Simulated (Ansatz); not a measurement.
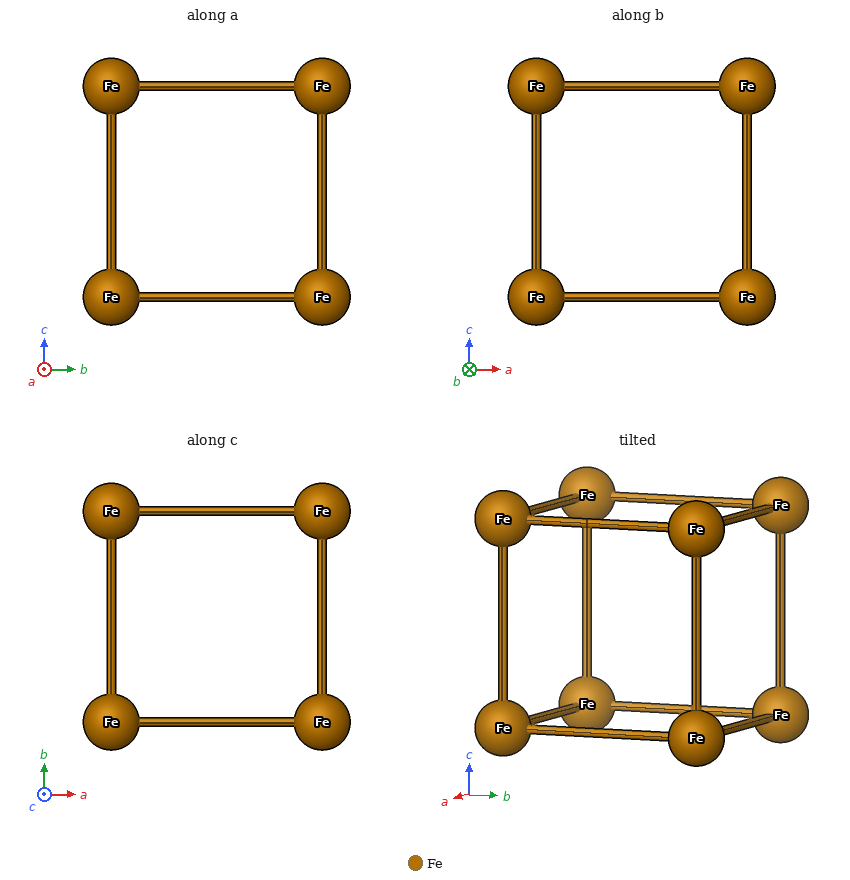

The figure gives a ball-and-stick picture of the atoms, viewed along the a axis, along the b axis, along the c axis and slightly off an axis. Lines trace the edges of the conventional unit cell.

Lattice parameters: a = 2.3199 Å, b = 2.3199 Å, c = 2.3199 Å, α = 90.000°, β = 90.000°, γ = 90.000°.

### Put the structure into a CIF in P1 with every atom of the cell.

```cif
data_structure
_symmetry_space_group_name_H-M 'P 1'
_symmetry_Int_Tables_number 1
_cell_length_a 2.3199
_cell_length_b 2.3199
_cell_length_c 2.3199
_cell_angle_alpha 90.000
_cell_angle_beta 90.000
_cell_angle_gamma 90.000
_cell_volume 12.49
loop_
_atom_site_label
_atom_site_type_symbol
_atom_site_fract_x
_atom_site_fract_y
_atom_site_fract_z
_atom_site_occupancy
Fe1 Fe 0.0000 0.0000 0.0000 1
```

It derives from a structure type filled with this element by a generator (whether the element takes this form wasn't checked). The cell was then strained or its atoms displaced on purpose. It was the input of a calculation with Ansatz.

At this level of theory the cell isn't at rest (compressed, at 10 GPa), so its distances can differ from those at equilibrium, the more so the softer the solid.
